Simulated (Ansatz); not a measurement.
Given this structure:

```
Te Mo
1.0
     3.55666    0.00000    0.00000
    -1.77833    3.08016    0.00000
     0.00000    0.00000   14.41172
Te Mo
4 2
Direct
  0.33333 0.66667 0.62472
  0.66667 0.33333 0.12472
  0.66667 0.33333 0.37528
  0.33333 0.66667 0.87528
  0.33333 0.66667 0.25000
  0.66667 0.33333 0.75000
```

Describe what this structure looks like.

Answer. Its composition is Te2Mo. It belongs to space group P6_3/mmc (No. 194) and has a primitive hexagonal lattice. The prototype is 2H molybdenite (MoS₂) type. With Z = 2, the cell contains 4 Te, 2 Mo. Te is linked to three Mo in a trigonal pyramidal arrangement at 2.73 Å. About every Mo there are six Te in a trigonal prismatic arrangement at 2.73 Å. The bonds build Te2Mo layers parallel to (001).

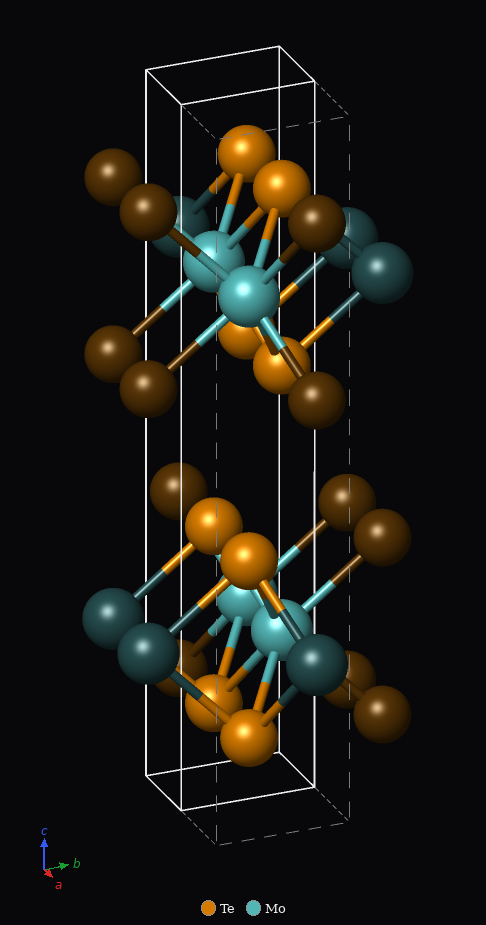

This ball-and-stick model is shown slightly off an axis. The structure is repeated 2×1×1 times; solid lines mark one conventional unit cell. Atoms just outside the outline that bond to atoms inside are added, in fainter colours.

It derives from a structure listed in the Materials Project. The cell was then strained or its atoms displaced on purpose. The atoms were relaxed in a fixed cell with DFT PBE, scalar-relativistic, plane waves, PAW (Ansatz 0.2.0).
